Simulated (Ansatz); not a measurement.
**Hf₃N₅: geometry relaxation (part 1 of 2)**

- system: Hf₃N₅ (slab, 8 atoms in the cell)
- method: DFT PBEsol, scalar-relativistic, plane waves, PAW, no spin polarisation (Ansatz 0.2.0)

The structure derives from an entry of the Crystallography Open Database. The input holds or restrains some coordinates. Forces given for the steps count only the free coordinates. It belongs to a series of runs on one base structure; here: N put at a top N site.

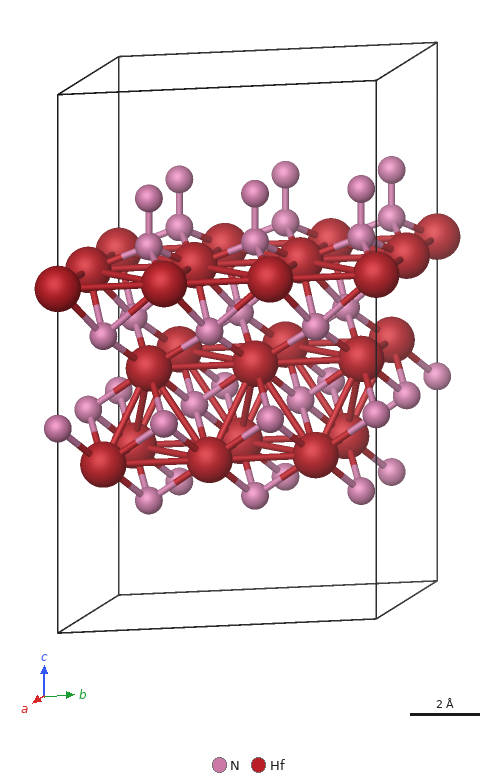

Figure 1. The starting structure (ball-and-stick view of the 2 × 3 repeat of the cell, with the vacuum cut short, seen slightly off an axis). An atom can appear more than once, as a periodic image.

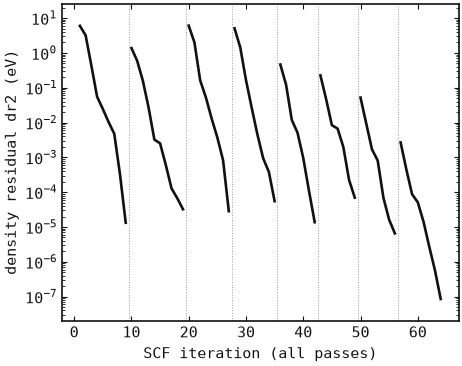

Figure 2. Convergence of the self-consistent field: density residual dr2 against the SCF iteration. The dotted lines part the SCF passes of the relaxation: geometry steps, rejected trials and re-solves on a re-selected basis. The 8 passes take 7 to 10 iterations each, 64 in all.

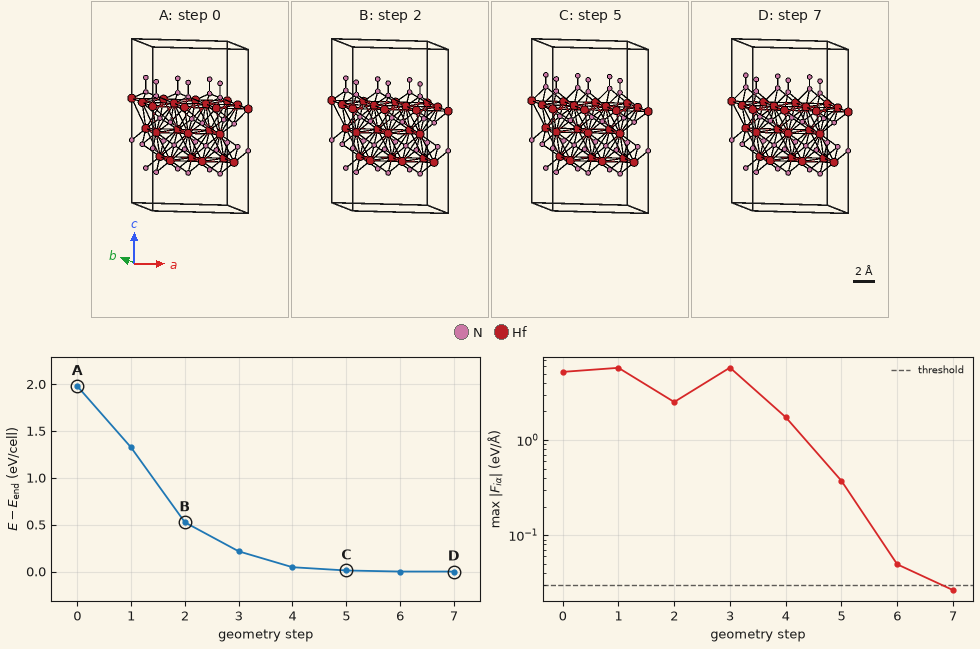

Figure 3. Frames of the restrained relaxation (ball-and-stick view of the 3 × 2 repeat of the cell, with the vacuum cut short, seen slightly off an axis) above the curves, on which the letters mark them (the first geometry is step 0 here and step 1 in the log).

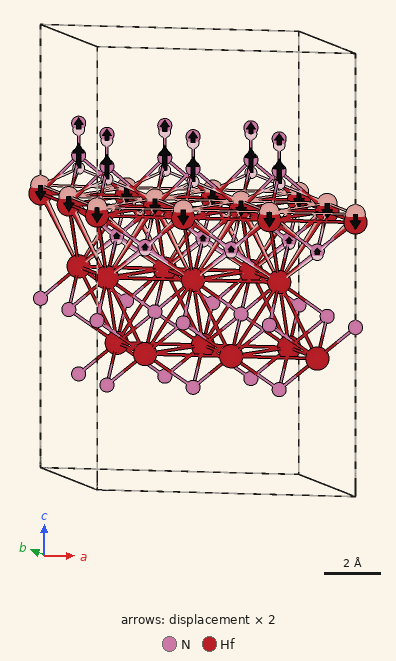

Figure 4. Start (faint) and end (solid) with the displacements as black arrows, magnified 2 times (ball-and-stick view of the 3 × 2 repeat of the cell, with the vacuum cut short, seen slightly off an axis). The largest move is that of N7, 0.47 Å. By element the largest moves are N 0.47 Å, Hf 0.29 Å. The cell doesn't change. Among the contacts that change: Hf6–N7 2.000 → 2.408 Å, Hf4–Hf6 3.369 → 3.109 Å, N5–Hf6 2.459 → 2.201 Å, N7–N8 1.420 → 1.172 Å. Among the angles that change: Hf6–N7–Hf6 105.4° → 82.7°, Hf6–N7–N8 113.2° → 130.3°, Hf6–N5–Hf6 80.7° → 92.6°. After 7 geometry steps the energy has fallen by 1.979 eV per cell of the calculation. The largest force component goes from 5.2 to 0.026 eV/Å. (Atoms are counted from 1 in the order of the input.)

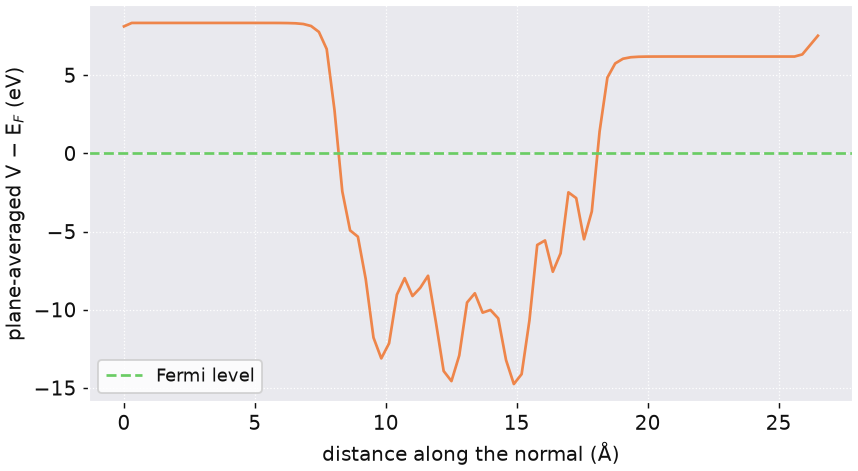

Figure 5. Plane average of the electrostatic potential energy of an electron across the cell, from the Fermi level. The vacuum level lies 6.19 eV above the Fermi level on the upper side and 8.34 eV on the lower.

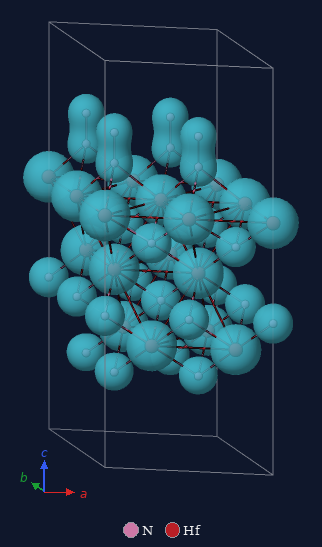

Figure 6. Isosurface of the valence charge density (pseudo) at 1 e/Å³ (cyan), seen slightly off an axis. Sticks mark near contacts. At this value the density breaks into separate islands; it holds about 75 % of the electrons treated as valence (semicore included). It is pinched off along the Hf–N (2.20 Å), Hf–Hf (3.11 Å) and Hf–N (2.25 Å) contacts. On the grid the lowest density along these lines, outside the cores, is 3.8 e/Å³ (N–N, 1.17 Å), 0.57 e/Å³ (Hf–N, 2.20 Å), 0.21 e/Å³ (Hf–Hf, 3.11 Å) and 0.5 e/Å³ (Hf–N, 2.25 Å). Core electrons are frozen (PAW), so the fields are smoothed inside the atomic spheres.

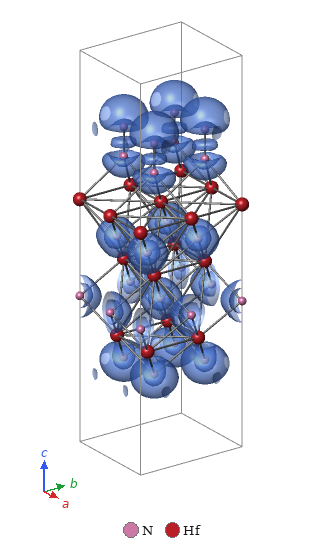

Figure 7. Isosurface of the electron localisation function at 0.75 (blue), seen slightly off an axis. Core shells and regions of very low density are left out. Sticks mark near contacts. Profiles from the grid: N–N (1.17 Å): the ELF peaks at about 0.85 between the atoms (inside overlapping PAW spheres, so only a guide) (a multiple bond by its length, whose ELF region spreads away from the axis). Hf–N (2.20 Å): the ELF is about 0.15 at the midpoint; no shared pair; the contact is polar.

The input that produced these results follows, with the program's output.

## Input file
```yaml
crystal:
  lattice:
    - [3.1830776023, 0.0, 0.0]
    - [-1.5915388012, 2.7566260658, 0.0]
    - [0.0, 0.0, 26.7969159374]
  atoms:
    - { symbol: "N", position: [0.3333333333, 0.6666666667, 0.3172006816] }
    - { symbol: Hf, position: [0.6666666667, 0.3333333333, 0.3656945453] }
    - { symbol: "N", position: [0.0, 0.0, 0.414188409] }
    - { symbol: Hf, position: [0.3333333333, 0.6666666667, 0.4632402669] }
    - { symbol: "N", position: [0.6666666667, 0.3333333333, 0.5076141085] }
    - { symbol: Hf, position: [0.0, 0.0, 0.5685910099] }
    - { symbol: "N", position: [0.3333333333, 0.6666666667, 0.5980476649] }
    - { symbol: "N", position: [0.3333333333, 0.6666666667, 0.6510388376] }
basis:
  ecutwfc: 420
kpoints:
  mp_grid: { grid: [9, 9, 1] }
hamiltonian:
  xc: pbesol
scf:
  occupations: { method: gaussian, width: 0.1 }
output:
  forces: true
  eigenvalues: true
  write_density: true
  write_potential: true
  elf: true
  volumetric_format: npy
relax:
  adjacent_minimum: "off"
  f_tol: 0.03
  max_steps: 70
  constraints: [{ sites: [0, 1, 2] }]
efield:
  axis: 3
  dipole_correction: true
  ramp_width: 0.04
```

Launched with:
```bash
ansatz run input.yaml --threads 2 --pin off --max-ram 5120MiB --backend cpu --events-out ev --progress --plain --runs-dir out
```

## The program's output
```
Engine: ansatz 0.2.0, x86_64-unknown-linux-gnu
Pseudopotentials: kind: paw
Pseudopotential: N, paw, valence charge 5, recommended cutoff 420 eV (normal), N.paw.azcp
Pseudopotential: Hf, paw, valence charge 26, recommended cutoff 420 eV (normal), Hf.paw.azcp
Functional definition: PBEsol
  exchange = pbesol_x
  correlation = pbesol_c
Crystal: 8 atoms, lattice volume = 235.131 Å³
Basis set: ecut = 420 eV, 4613 PW (Γ), exchange–correlation on 48×48×360 points (8 copies of the dense FFT grid, shifted against one another)
Bands: 62, of which v1, the nominal top of the filled ones, is band 52 counted from 1 (51 counted from 0)
Symmetry: 6 space group operations
Space group: P3m1 (ITA 156), of the structure as read, at distance tolerance 6.2e-5 Å
k-points: 12 of 81 (time reversal used)
Non-local potential: N, projectors of the file, l = 0: 2, l = 1: 2, l = 2: 1
Non-local potential: Hf, projectors of the file, l = 0: 3, l = 1: 2, l = 2: 2, l = 3: 3
PAW form: soft (Blöchl's): semilocal exchange-correlation on the pseudo side does not see the compensation charge
PAW frozen core: N, regenerated for the run's functional, and the local potential with it (the file was generated under x = pbe(κ = 0.804, μ = 0.2195149727645171), c = pbe(β = 0.06672455060314922))
PAW frozen core: Hf, regenerated for the run's functional, and the local potential with it (the file was generated under x = pbe(κ = 0.804, μ = 0.2195149727645171), c = pbe(β = 0.06672455060314922))
PAW one-centre angular grid: N, 110 points (default); XC on 64 Gauss nodes
PAW one-centre angular grid: Hf, 590 points (default); XC on 64 Gauss nodes
Initial density: superposition of atomic densities (neutral atoms: chi_scale 0, normalization atom), corrected by the library's trained network
Initial wavefunctions: pseudopotential atomic-orbital guess
Functional: x = pbesol(κ = 0.804, μ = 0.12345679012345678), c = pbesol(β = 0.046)
SCF iter   1: F=—  HF=-48691.410414 eV  |F-HF|=—  |Δ(HF+E_count)|=         —  Δρ=2.04e-2  dr2=5.99e0  ethr=1.77e-3  p=0.071 e·Å  D=5.43e-2 V/Å  ΔV_dip=-1.45 eV  dr2_dipole=1.10e0  V_vac-E_F(+/−)=6.98/8.44 eV  ⟨swp⟩=7.7  Hψ=3184  notcnv=0  defer=8
efield: sawtooth ramp at fractional position 0.9641 (placed from the atoms, in the widest stretch of the axis that holds none; the zero of the levels goes with the place), width 0.0400; the density the first Hamiltonian is built on has a dipole p = 0.071 e·Å; the dipole correction subtracts the counter field D = 5.43e-2 V/Å, which shifts the + side's vacuum level by -1.45 eV against the − side's; the planar-averaged density in the ramp window peaks in size at 3.2e-5 e/Å³
preconditioner: auto → LDOS  [metal: Δε(μ)=0.103 eV  Ē_g=16.695 eV  σ=0.100 eV  W_gap=0.50  n_scr=50 (ndim 8)  ℏωp=23.8 eV  f_vac=0.587  D(μ)=5.81/eV (n_scr^D=18)  β→1.0]
SCF iter   2: F=—  HF=-48691.282443 eV  |F-HF|=—  |Δ(HF+E_count)|=   1.28e-1  Δρ=1.33e-2  dr2=3.19e0  ethr=1.77e-3  p=0.063 e·Å  D=4.87e-2 V/Å  ΔV_dip=-1.30 eV  dr2_dipole=1.25e-1  V_vac-E_F(+/−)=6.99/8.29 eV  ⟨swp⟩=3.2  Hψ=1111  notcnv=0  defer=47
SCF iter   3: F=—  HF=-48691.142359 eV  |F-HF|=—  |Δ(HF+E_count)|=   1.40e-1  Δρ=6.31e-3  dr2=4.35e-1  ethr=1.77e-3  p=0.065 e·Å  D=4.98e-2 V/Å  ΔV_dip=-1.33 eV  dr2_dipole=1.14e-1  V_vac-E_F(+/−)=6.91/8.25 eV  ⟨swp⟩=2.7  Hψ=956  notcnv=0  defer=35
SCF iter   4: F=—  HF=-48691.134882 eV  |F-HF|=—  |Δ(HF+E_count)|=   7.48e-3  Δρ=3.31e-3  dr2=5.54e-2  ethr=4.23e-4  p=0.059 e·Å  D=4.57e-2 V/Å  ΔV_dip=-1.23 eV  dr2_dipole=3.45e-3  V_vac-E_F(+/−)=6.95/8.18 eV  ⟨swp⟩=1.9  Hψ=746  notcnv=0  defer=35
SCF iter   5: F=—  HF=-48691.132015 eV  |F-HF|=—  |Δ(HF+E_count)|=   2.87e-3  Δρ=1.50e-3  dr2=2.46e-2  ethr=5.38e-5  p=0.058 e·Å  D=4.46e-2 V/Å  ΔV_dip=-1.19 eV  dr2_dipole=1.05e-3  V_vac-E_F(+/−)=6.97/8.17 eV  ⟨swp⟩=2.0  Hψ=778  notcnv=0  defer=35
SCF iter   6: F=—  HF=-48691.130684 eV  |F-HF|=—  |Δ(HF+E_count)|=   1.33e-3  Δρ=1.15e-3  dr2=1.04e-2  ethr=2.38e-5  p=0.058 e·Å  D=4.44e-2 V/Å  ΔV_dip=-1.19 eV  dr2_dipole=2.64e-3  V_vac-E_F(+/−)=6.98/8.17 eV  ⟨swp⟩=2.0  Hψ=781  notcnv=0  defer=35
SCF iter   7: F=—  HF=-48691.130238 eV  |F-HF|=—  |Δ(HF+E_count)|=   4.46e-4  Δρ=6.85e-4  dr2=4.77e-3  ethr=1.01e-5  p=0.057 e·Å  D=4.42e-2 V/Å  ΔV_dip=-1.18 eV  dr2_dipole=1.00e-3  V_vac-E_F(+/−)=6.99/8.17 eV  ⟨swp⟩=1.8  Hψ=814  notcnv=0  defer=35
SCF iter   8: F=—  HF=-48691.130138 eV  |F-HF|=—  |Δ(HF+E_count)|=   9.96e-5  Δρ=1.85e-4  dr2=3.25e-4  ethr=4.63e-6  p=0.057 e·Å  D=4.40e-2 V/Å  ΔV_dip=-1.18 eV  dr2_dipole=3.84e-5  V_vac-E_F(+/−)=6.99/8.17 eV  ⟨swp⟩=1.2  Hψ=752  notcnv=0  defer=35
SCF iter   9: F=-48691.130144 eV  HF=-48691.130153 eV  |F-HF|=9.35e-6  |Δ(HF+E_count)|=   1.48e-5  Δρ=6.78e-5  dr2=1.32e-5  ethr=2.18e-8  p=0.057 e·Å  D=4.41e-2 V/Å  ΔV_dip=-1.18 eV  dr2_dipole=6.75e-8  V_vac-E_F(+/−)=6.99/8.17 eV  ⟨swp⟩=25.2  Hψ=10587  notcnv=0
SCF 1 converged in 9 iterations: F = -48691.130144 eV  dr2 = 1.32e-5
  greatest PAW one-centre occupation: 0.998 electrons in one spin orbital (limit 2), on the Hf atom at site 5 (counted from 0), in its partial waves of l = 3
relax step   1: F+E_penalty+E_count = -48691.13014395 eV  Δ(F+E_penalty+E_count) = +0.000e0 eV  max|allowed force component| = 5.208e0 eV/Å  Δτ_max = 0.0000 Å  (9 SCF iters, dr2 threshold 2.25e-5 eV, accepted)
Initial density: handed on by an earlier stage of this run
Initial wavefunctions: those handed on with the density
iter 1 solved again at ethr=1.32e-3 eV; its pass at ethr=3.10e-3 eV (dr2=1.36e0 eV) is discarded
SCF iter   1: F=—  HF=-48691.931191 eV  |F-HF|=—  |Δ(HF+E_count)|=         —  Δρ=1.48e-2  dr2=1.38e0  ethr=1.32e-3  p=0.057 e·Å  D=4.41e-2 V/Å  ΔV_dip=-1.18 eV  dr2_dipole=1.80e-3  V_vac-E_F(+/−)=7.06/8.24 eV  ⟨swp⟩=1.8  Hψ=2948  notcnv=0  defer=32
efield: sawtooth ramp at fractional position 0.9641 (handed on by an earlier solve), width 0.0400; the density the first Hamiltonian is built on has a dipole p = 0.057 e·Å; the dipole correction subtracts the counter field D = 4.41e-2 V/Å, which shifts the + side's vacuum level by -1.18 eV against the − side's; the planar-averaged density in the ramp window peaks in size at 1.1e-6 e/Å³
preconditioner: auto → LDOS  [metal: Δε(μ)=0.008 eV  Ē_g=16.745 eV  σ=0.100 eV  W_gap=0.04  n_scr=50 (ndim 8)  ℏωp=23.8 eV  f_vac=0.591  D(μ)=10.26/eV (n_scr^D=112)  β→1.0]
SCF iter   2: F=—  HF=-48691.821278 eV  |F-HF|=—  |Δ(HF+E_count)|=   1.10e-1  Δρ=8.22e-3  dr2=5.92e-1  ethr=1.32e-3  p=0.060 e·Å  D=4.64e-2 V/Å  ΔV_dip=-1.24 eV  dr2_dipole=6.81e-2  V_vac-E_F(+/−)=7.03/8.27 eV  ⟨swp⟩=2.5  Hψ=1064  notcnv=0  defer=32
SCF iter   3: F=—  HF=-48691.799276 eV  |F-HF|=—  |Δ(HF+E_count)|=   2.20e-2  Δρ=4.22e-3  dr2=1.57e-1  ethr=5.74e-4  p=0.062 e·Å  D=4.78e-2 V/Å  ΔV_dip=-1.28 eV  dr2_dipole=9.55e-3  V_vac-E_F(+/−)=6.97/8.25 eV  ⟨swp⟩=3.0  Hψ=1290  notcnv=0  defer=35
SCF iter   4: F=—  HF=-48691.791549 eV  |F-HF|=—  |Δ(HF+E_count)|=   7.73e-3  Δρ=2.05e-3  dr2=2.67e-2  ethr=1.53e-4  p=0.064 e·Å  D=4.95e-2 V/Å  ΔV_dip=-1.33 eV  dr2_dipole=2.00e-3  V_vac-E_F(+/−)=6.94/8.26 eV  ⟨swp⟩=2.0  Hψ=1335  notcnv=0  defer=43
SCF iter   5: F=—  HF=-48691.783954 eV  |F-HF|=—  |Δ(HF+E_count)|=   7.60e-3  Δρ=8.31e-4  dr2=3.24e-3  ethr=2.59e-5  p=0.065 e·Å  D=4.99e-2 V/Å  ΔV_dip=-1.34 eV  dr2_dipole=3.67e-4  V_vac-E_F(+/−)=6.92/8.26 eV  ⟨swp⟩=3.0  Hψ=1624  notcnv=0  defer=43
SCF iter   6: F=—  HF=-48691.784314 eV  |F-HF|=—  |Δ(HF+E_count)|=   3.60e-4  Δρ=4.75e-4  dr2=2.53e-3  ethr=3.14e-6  p=0.065 e·Å  D=5.00e-2 V/Å  ΔV_dip=-1.34 eV  dr2_dipole=6.09e-4  V_vac-E_F(+/−)=6.92/8.25 eV  ⟨swp⟩=2.1  Hψ=1129  notcnv=0  defer=43
SCF iter   7: F=—  HF=-48691.784398 eV  |F-HF|=—  |Δ(HF+E_count)|=   8.42e-5  Δρ=2.30e-4  dr2=6.03e-4  ethr=2.46e-6  p=0.065 e·Å  D=5.00e-2 V/Å  ΔV_dip=-1.34 eV  dr2_dipole=1.24e-4  V_vac-E_F(+/−)=6.91/8.25 eV  ⟨swp⟩=1.2  Hψ=708  notcnv=0  defer=43
SCF iter   8: F=—  HF=-48691.784388 eV  |F-HF|=—  |Δ(HF+E_count)|=   9.81e-6  Δρ=1.40e-4  dr2=1.28e-4  ethr=5.85e-7  p=0.065 e·Å  D=4.99e-2 V/Å  ΔV_dip=-1.34 eV  dr2_dipole=1.16e-6  V_vac-E_F(+/−)=6.91/8.25 eV  ⟨swp⟩=2.0  Hψ=1064  notcnv=0  defer=43
SCF iter   9: F=—  HF=-48691.784381 eV  |F-HF|=—  |Δ(HF+E_count)|=   6.91e-6  Δρ=1.14e-4  dr2=6.70e-5  ethr=9.71e-8  p=0.065 e·Å  D=4.99e-2 V/Å  ΔV_dip=-1.34 eV  dr2_dipole=7.46e-6  V_vac-E_F(+/−)=6.91/8.25 eV  ⟨swp⟩=24.3  Hψ=10195  notcnv=0
SCF iter  10: F=-48691.784351 eV  HF=-48691.784374 eV  |F-HF|=2.26e-5  |Δ(HF+E_count)|=   7.83e-6  Δρ=7.95e-5  dr2=3.23e-5  ethr=6.51e-8  p=0.065 e·Å  D=4.99e-2 V/Å  ΔV_dip=-1.34 eV  dr2_dipole=5.36e-6  V_vac-E_F(+/−)=6.91/8.25 eV  ⟨swp⟩=15.0  Hψ=8860  notcnv=0
SCF 2 converged in 10 iterations: F = -48691.784351 eV  dr2 = 3.23e-5
[... from here on the iterations of each SCF are left out, up to the last one ...]
relax step   2: F+E_penalty+E_count = -48691.78435086 eV  Δ(F+E_penalty+E_count) = -6.542e-1 eV  max|allowed force component| = 5.748e0 eV/Å  Δτ_max = 0.1974 Å  (10 SCF iters, dr2 threshold 1.00e-4 eV, accepted)
efield: sawtooth ramp at fractional position 0.9641 (handed on by an earlier solve), width 0.0400; the density the first Hamiltonian is built on has a dipole p = 0.065 e·Å; the dipole correction subtracts the counter field D = 4.99e-2 V/Å, which shifts the + side's vacuum level by -1.34 eV against the − side's; the planar-averaged density in the ramp window peaks in size at 1.5e-6 e/Å³
preconditioner: auto → LDOS  [metal: Δε(μ)=0.040 eV  Ē_g=16.884 eV  σ=0.100 eV  W_gap=0.22  n_scr=50 (ndim 8)  ℏωp=23.8 eV  f_vac=0.589  D(μ)=6.18/eV (n_scr^D=18)  β→1.0]
SCF 3 converged in 8 iterations: F = -48692.583444 eV  dr2 = 2.84e-5
  Residual-converged pass: ⟨swp⟩=1.0  Hψ=792  notcnv=0  max |occ|·‖R‖ = 6.9e-9 eV (tolerance 1.0e-8 eV)  dr2=2.84e-5  dr2_onsite=1.06e-6  max |Δocc| = 1.8e-10
relax step   3: F+E_penalty+E_count = -48692.58344392 eV  Δ(F+E_penalty+E_count) = -7.991e-1 eV  max|allowed force component| = 2.513e0 eV/Å  Δτ_max = 0.2000 Å  (8 SCF iters, dr2 threshold 1.00e-4 eV, accepted)
efield: sawtooth ramp at fractional position 0.9641 (handed on by an earlier solve), width 0.0400; the density the first Hamiltonian is built on has a dipole p = 0.096 e·Å; the dipole correction subtracts the counter field D = 7.37e-2 V/Å, which shifts the + side's vacuum level by -1.97 eV against the − side's; the planar-averaged density in the ramp window peaks in size at 6.5e-7 e/Å³
preconditioner: auto → LDOS  [metal: Δε(μ)=0.030 eV  Ē_g=17.018 eV  σ=0.100 eV  W_gap=0.17  n_scr=50 (ndim 8)  ℏωp=23.8 eV  f_vac=0.587  D(μ)=6.83/eV (n_scr^D=36)  β→1.0]
SCF 4 converged in 8 iterations: F = -48692.892954 eV  dr2 = 5.50e-5
  Residual-converged pass: ⟨swp⟩=1.2  Hψ=794  notcnv=0  max |occ|·‖R‖ = 6.9e-9 eV (tolerance 1.0e-8 eV)  dr2=5.50e-5  dr2_onsite=3.14e-6  max |Δocc| = 4.4e-12
```
